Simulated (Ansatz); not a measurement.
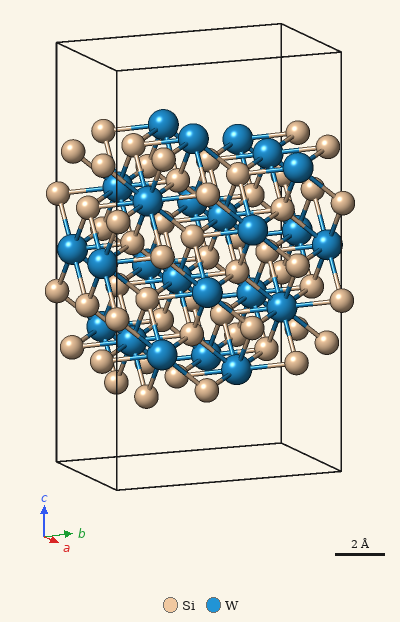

*The structure as given in the input (ball-and-stick view of the 2 × 1 repeat of the cell, with the vacuum cut short, seen slightly off an axis). An atom can appear more than once, as a periodic image.*

# WSi$_{2}$: single-point calculation (part 1 of 2)

The run: single-point calculation of WSi$_{2}$ (slab, 27 atoms in the cell). Method and program: DFT r2SCAN, scalar-relativistic, plane waves, PAW, no spin polarisation (Ansatz 0.2.0).

The structure derives from an entry of the Crystallography Open Database. It belongs to a series of runs on one base structure; here: (1 0 2) slab cut from the bulk. Figures and captions count atoms from 1; the log counts them from 0 in places.

### Log
```
Engine: ansatz 0.2.0, aarch64-unknown-linux-gnu
Pseudopotentials: kind: paw
Pseudopotential: Si, paw, valence charge 4, recommended cutoff 500 eV (meta_gga), Si.paw.azcp
Pseudopotential: W, paw, valence charge 14, recommended cutoff 500 eV (meta_gga), W.paw.azcp
Functional definition: r2SCAN
  parameter k0 = 0.174
  parameter k1 = 0.065
  parameter a1 = 4.9479
  exchange = r2scan_x(k0 = k0, k1 = k1, a1 = a1)
  correlation = r2scan_c
Crystal: 27 atoms, lattice volume = 835.398 Å³
Basis set: ecut = 500 eV, 21199 PW (Γ), exchange–correlation on 96×300×768 points (64 copies of the dense FFT grid, shifted against one another)
Bands: 126, of which v1, the nominal top of the filled ones, is band 99 counted from 1 (98 counted from 0)
Symmetry: 2 space group operations
Space group: Pm (ITA 6), of the structure as read, at distance tolerance 9.4e-5 Å
k-points: 18 of 44 (time reversal used)
Non-local potential: Si, projectors of the file, l = 0: 2, l = 1: 2, l = 2: 2
Non-local potential: W, projectors of the file, l = 0: 3, l = 1: 2, l = 2: 2, l = 3: 1
PAW form: soft (Blöchl's): semilocal exchange-correlation on the pseudo side does not see the compensation charge
PAW frozen core: Si, regenerated for the run's functional (the file was generated under x = pbe(κ = 0.804, μ = 0.2195149727645171), c = pbe(β = 0.06672455060314922))
PAW frozen core: W, regenerated for the run's functional (the file was generated under x = pbe(κ = 0.804, μ = 0.2195149727645171), c = pbe(β = 0.06672455060314922))
PAW one-centre angular grid: Si, 302 points (default); XC on 160 Gauss nodes
PAW one-centre angular grid: W, 590 points (default); XC on 160 Gauss nodes
Initial density: superposition of atomic densities (neutral atoms: chi_scale 0, normalization atom), corrected by the library's trained network
Initial wavefunctions: pseudopotential atomic-orbital guess
Functional: x = r2scan, c = r2scan; τ floored in thin density (d = 2e-4 eV/Å³)
SCF iter   1: F=—  HF=-105074.044575 eV  |F-HF|=—  |Δ(HF+E_count)|=         —  Δρ=7.96e-3  dr2=1.99e0  dr2_τ=6.85e-1  ethr=1.77e-3  p=0.058 e·Å  D=1.25e-2 V/Å  ΔV_dip=-0.32 eV  dr2_dipole=3.64e-1  V_vac-E_F(+/−)=4.46/4.78 eV  ⟨swp⟩=10.2  Hψ=13396  notcnv=0  defer=41
efield: sawtooth ramp at fractional position 0.9800 (placed from the atoms, in the widest stretch of the axis that holds none; the zero of the levels goes with the place), width 0.0400; the density the first Hamiltonian is built on has a dipole p = 0.058 e·Å; the dipole correction subtracts the counter field D = 1.25e-2 V/Å, which shifts the + side's vacuum level by -0.32 eV against the − side's; the planar-averaged density in the ramp window peaks in size at 9.4e-6 e/Å³
preconditioner: auto → LDOS  [metal: Δε(μ)=0.005 eV  Ē_g=7.218 eV  σ=0.100 eV  W_gap=0.03  n_scr=132 (ndim 8)  ℏωp=14.4 eV  f_vac=0.477  D(μ)=12.44/eV (n_scr^D=56)  β→1.0]
SCF iter   2: F=—  HF=-105074.422455 eV  |F-HF|=—  |Δ(HF+E_count)|=   3.78e-1  Δρ=4.40e-3  dr2=4.28e-1  dr2_τ=5.11e-2  ethr=1.00e-3  p=0.149 e·Å  D=3.22e-2 V/Å  ΔV_dip=-0.83 eV  dr2_dipole=3.61e-2  V_vac-E_F(+/−)=4.07/4.90 eV  ⟨swp⟩=3.0  Hψ=3654  notcnv=0  defer=329
SCF iter   3: F=—  HF=-105074.374691 eV  |F-HF|=—  |Δ(HF+E_count)|=   4.78e-2  Δρ=1.40e-3  dr2=4.53e-2  dr2_τ=3.22e-3  ethr=2.16e-4  p=0.135 e·Å  D=2.93e-2 V/Å  ΔV_dip=-0.75 eV  dr2_dipole=1.57e-4  V_vac-E_F(+/−)=4.15/4.90 eV  ⟨swp⟩=2.0  Hψ=3126  notcnv=0  defer=329
SCF iter   4: F=—  HF=-105074.370817 eV  |F-HF|=—  |Δ(HF+E_count)|=   3.87e-3  Δρ=5.35e-4  dr2=1.16e-2  dr2_τ=1.85e-4  ethr=2.29e-5  p=0.143 e·Å  D=3.11e-2 V/Å  ΔV_dip=-0.80 eV  dr2_dipole=1.95e-5  V_vac-E_F(+/−)=4.12/4.92 eV  ⟨swp⟩=3.0  Hψ=3717  notcnv=0  defer=329
SCF iter   5: F=—  HF=-105074.370386 eV  |F-HF|=—  |Δ(HF+E_count)|=   4.31e-4  Δρ=2.27e-4  dr2=1.26e-3  dr2_τ=4.07e-5  ethr=5.88e-6  p=0.147 e·Å  D=3.18e-2 V/Å  ΔV_dip=-0.82 eV  dr2_dipole=6.32e-5  V_vac-E_F(+/−)=4.11/4.93 eV  ⟨swp⟩=2.3  Hψ=3116  notcnv=0  defer=329
SCF iter   6: F=—  HF=-105074.370509 eV  |F-HF|=—  |Δ(HF+E_count)|=   1.24e-4  Δρ=9.30e-5  dr2=2.22e-4  dr2_τ=4.22e-6  ethr=6.35e-7  p=0.149 e·Å  D=3.23e-2 V/Å  ΔV_dip=-0.83 eV  dr2_dipole=2.22e-5  V_vac-E_F(+/−)=4.10/4.93 eV  ⟨swp⟩=2.8  Hψ=3782  notcnv=0  defer=329
SCF iter   7: F=—  HF=-105074.370541 eV  |F-HF|=—  |Δ(HF+E_count)|=   3.18e-5  Δρ=3.55e-5  dr2=2.95e-5  dr2_τ=6.22e-7  ethr=1.12e-7  p=0.150 e·Å  D=3.24e-2 V/Å  ΔV_dip=-0.83 eV  dr2_dipole=2.48e-6  V_vac-E_F(+/−)=4.10/4.93 eV  ⟨swp⟩=2.4  Hψ=3164  notcnv=0  defer=329
SCF iter   8: F=—  HF=-105074.370574 eV  |F-HF|=—  |Δ(HF+E_count)|=   3.31e-5  Δρ=1.30e-5  dr2=3.28e-6  dr2_τ=8.85e-8  ethr=1.49e-8  p=0.150 e·Å  D=3.25e-2 V/Å  ΔV_dip=-0.84 eV  dr2_dipole=4.29e-7  V_vac-E_F(+/−)=4.09/4.93 eV  ⟨swp⟩=2.2  Hψ=3416  notcnv=0  defer=329
SCF iter   9: F=—  HF=-105074.370575 eV  |F-HF|=—  |Δ(HF+E_count)|=   8.77e-7  Δρ=4.73e-6  dr2=5.28e-7  dr2_τ=1.94e-8  ethr=1.65e-9  p=0.150 e·Å  D=3.25e-2 V/Å  ΔV_dip=-0.84 eV  dr2_dipole=7.94e-8  V_vac-E_F(+/−)=4.09/4.93 eV  ⟨swp⟩=2.6  Hψ=3725  notcnv=0  defer=329
SCF iter  10: F=-105074.370575 eV  HF=-105074.370575 eV  |F-HF|=2.57e-8  |Δ(HF+E_count)|=   1.02e-7  Δρ=2.12e-6  dr2=8.70e-8  dr2_τ=2.83e-9  ethr=5.05e-11  p=0.150 e·Å  D=3.25e-2 V/Å  ΔV_dip=-0.84 eV  dr2_dipole=2.80e-9  V_vac-E_F(+/−)=4.09/4.93 eV  ⟨swp⟩=30.7  Hψ=25514  notcnv=0
SCF 1 converged in 10 iterations: F = -105074.370575 eV  dr2 = 8.70e-8
  greatest PAW one-centre occupation: 0.999 electrons in one spin orbital (limit 2), on the W atom at site 26 (counted from 0), in its partial waves of l = 0
```

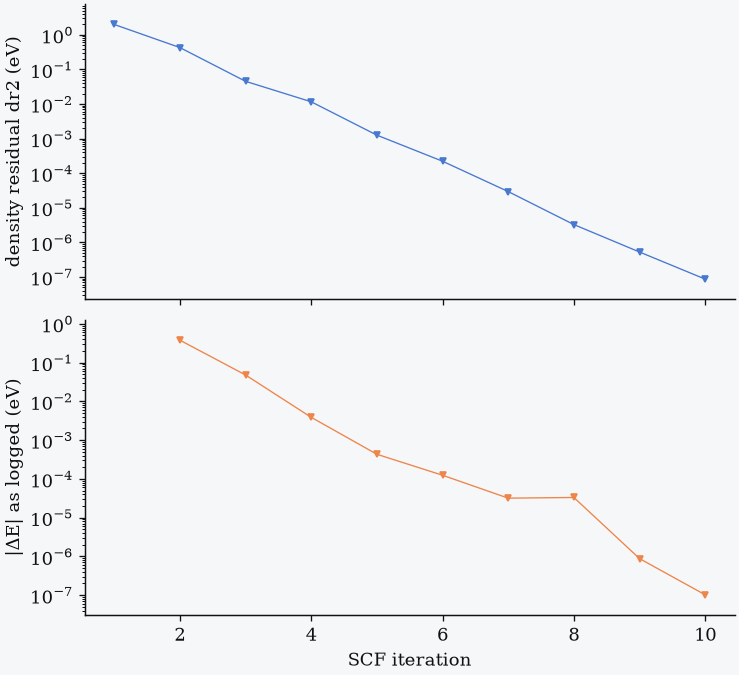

*Convergence of the self-consistent field: density residual dr2 and size of the energy change against the SCF iteration.*

The residual falls at every step.

```
WARN: The output density's exchange-correlation potential varies sharply where the density is thin. Do not read a vacuum level from v_tot or v_xc, or from such a field of the output density. On a cell that repeats whose density bears no net charge and no dipole along the vacuum's axis use v_es (v_loc + v_h of the components); under efield.dipole_correction with no amplitude use v_es + v_field, which holds any external_charges[].barrier, or the levels of the report's work_function block, which leave it out; under a non-zero efield.amplitude the vacuum is tilted and has no level; on a cell that repeats and bears such a dipole with no correction it is tilted too, and efield.dipole_correction with no amplitude gives each side of its ramp a level where efield: is served; in a cell that repeats whose density bears a net charge (total_charge, or a fill off its count) it is curved and has none; of a slab under crystal.periodic whose density bears no net charge use v_es, which has a level on each side, short of where the two are joined; of another it falls or rises all the way out and has none; of a slab beside external_charges read slab_vacuum_level instead, which it has where they leave it neutral. The grid or the basis barely resolves most such structure, and the values can differ between equally converged runs; as a rule a tighter scf.convergence.dr2_threshold does not remove it. Where the density itself ripples (under the LDA too) a higher basis.ecutwfc lessens it. The files hold the spikes' plane waves up to the density's cutoff. Files: v_tot_of_output_density and the like, and their columns of v_z.tsv (output.write_potential); v_xc_of_output_density and the like, and their columns of v_comp_z.tsv (output.write_potential_components). Measured: with its Gaussian average of σ = 0.25 Å subtracted twice, the exchange-correlation potential is over 0.1 eV at 3645 of the grid points where the equally averaged density (valence and model cores) is under 1e-3 e/Å³, and 1.25 eV at the most among them, at an averaged density of 9.7e-4 e/Å³. The input density's (outcome.potential() and, of a run that writes arrays, v_tot and v_xc) is over 0.1 eV, so measured, at 1790 points of its own thin density, 1.23 eV at the most. See output.write_potential in the manual, Limitations
SCF converged after 10 iterations
Free energy (F): -105074.370575 eV
Harris-Foulkes:  -105074.370575 eV  (|F-HF|=2.57e-8)
Internal energy: -105074.310266 eV  (E = F + TS)
E sigma→0 (E₀):  -105074.340421 eV
Entropy (-TS):   -0.060309 eV (-2.234 meV/atom)
Fermi energy:    4.691958 eV
Dipole field:    D = 0.032508 V/Å  (p = 0.150080 e·Å, saw-weighted, corrected)
Work function:   Φ+ = 4.0936 eV   Φ− = 4.9302 eV
Levels:          The Fermi level and band energies are counted from a zero that moves with the ramp; work functions are not
--- Per-component energies (eV) ---
  E_band       = -3170.433488
  E_kinetic    = 4838.729292
  E_local      = -157909.209255  (includes V_loc(G=0)·N_el)
  E_nonlocal   = 450.635034
  E_hartree    = 76903.524839
  E_xc         = -3186.471085
  E_vxc        = -3269.447054  (∫ρ·V_xc dr)
  E_paw        = -86690.939770  (= ΣΔE_a)
  E_vpaw       = -1248.622415  (= ΣTr[D̂ρ^β])
  E_aug_tail   = -0.000397  (compensation charges beyond the density's cutoff)
  E_vtau       = 161.627442  (kinetic-family band-sum trace: ∫τ·v_τ [+ j·A + Jᵃ·Aᵃ] dr)
  E_efield     = 0.002439  (sawtooth field / dipole correction)
  E_vefield    = -1.180438  (∫n·V_field dr)
  E_ewald      = 60526.085969
  E_core_change = -6.667333  (= ΣΔE_core)
  E_smearing   = -0.060309  (= −TS)
  E_closure    = 0.000000  (closes the sum)
  Σ components = -105074.370575   (vs F -105074.370575, Δ=0.00e0)
--- Forces (eV/Å), atoms counted from 1 ---
  atom   1  Si     0.00000000    -0.24365267    -0.53018269
  atom   2  Si     0.00000000     0.52548181     0.47944303
  atom   3  W      0.00000000    -1.00617483     1.54194733
  atom   4  Si     0.00000000    -0.05846476    -0.76986036
  atom   5  Si     0.00000000     0.10944291    -0.35177292
  atom   6  W      0.00000000     0.58330723     0.87600446
  atom   7  Si     0.00000000     0.37485718    -0.74678705
  atom   8  Si     0.00000000    -0.14231560    -0.76141645
  atom   9  W      0.00000000    -0.07935867     0.48224483
  atom  10  Si     0.00000000     0.14765007    -0.34896267
  atom  11  Si     0.00000000    -0.18762733    -0.12677709
  atom  12  W      0.00000000     0.11946713     0.33809849
  atom  13  Si     0.00000000     0.11559609    -0.11057018
  atom  14  Si     0.00000000    -0.04681994     0.02870881
  atom  15  W      0.00000000    -0.00353942     0.05678555
  atom  16  Si     0.00000000    -0.00835267    -0.24738037
  atom  17  Si     0.00000000    -0.06239178    -0.02058259
  atom  18  W      0.00000000    -0.12613777    -0.14523034
  atom  19  Si     0.00000000     0.20377005     0.56558400
  atom  20  Si     0.00000000    -0.51623230     0.48308378
  atom  21  W      0.00000000    -0.24807167     0.34604282
  atom  22  Si     0.00000000     0.47896740     1.14795832
  atom  23  Si     0.00000000    -0.45878712     1.21461985
  atom  24  W      0.00000000     0.73093502    -1.26076769
  atom  25  Si     0.00000000    -0.75009738    -0.26089503
  atom  26  Si     0.00000000     0.56206291     0.46727725
  atom  27  W      0.00000000    -0.01351335    -2.34652979
  max |Σ_I F_I| component: 8.33e-5 eV/Å
--- Stress (GPa, compression-positive) ---
       -3.658019       0.000000       0.000000
        0.000000      -2.422381       0.152146
        0.000000       0.152146      -1.316717
  P = ⅓ Tr σ = -2.4657 GPa (-24.657 kbar)
--- Band table (eV; the first three rows and the last of 18) ---
  k-point 0: bands = ["-71.1645", "-71.0776", "-71.0416", "-70.8971", "-70.8393", "-70.8153", "-70.8030", "-70.7756", "-70.6255", "-34.9665", "-34.8556", "-34.8498", "-34.7142", "-34.6785", "-34.6673", "-34.6294", "-34.6197", "-34.6011", "-34.5896", "-34.5813", "-34.5621", "-34.5476", "-34.5426", "-34.5151", "-34.5135", "-34.4854", "-34.4791", "-34.4772", "-34.4706", "-34.4670", "-34.4488", "-34.4400", "-34.4286", "-34.3360", "-34.3290", "-34.2799", "-9.6386", "-8.6825", "-8.0218", "-7.9666", "-7.4630", "-7.1142", "-6.9070", "-5.9140", "-5.7578", "-5.5820", "-4.5719", "-4.4224", "-4.2977", "-3.5694", "-3.4886", "-3.2848", "-2.7583", "-2.4098", "-2.2377", "-1.0945", "-1.0787", "-0.6825", "-0.3803", "-0.1720", "0.1073", "0.5011", "0.7058", "0.9877", "1.2470", "1.4451", "1.5269", "1.6022", "1.8124", "1.8631", "2.0225", "2.0750", "2.0905", "2.1069", "2.1308", "2.1768", "2.1972", "2.3330", "2.4223", "2.4604", "2.5034", "2.6573", "2.7029", "2.8432", "3.0845", "3.1678", "3.2851", "3.3300", "3.5547", "3.8226", "3.9103", "3.9825", "4.1098", "4.2162", "4.2878", "4.3313", "4.4697", "4.5861", "4.7095", "4.8166", "5.0595", "5.1111", "5.2118", "5.4779", "5.5461", "5.7924", "5.8757", "6.4549", "6.8116", "6.8748", "7.1020", "7.1897", "7.3934", "7.5824", "7.9082", "7.9860", "8.0182", "8.1067", "8.1663", "8.1816", "8.2820", "8.3421", "8.4377", "8.4960", "8.6049", "8.6114"]
```
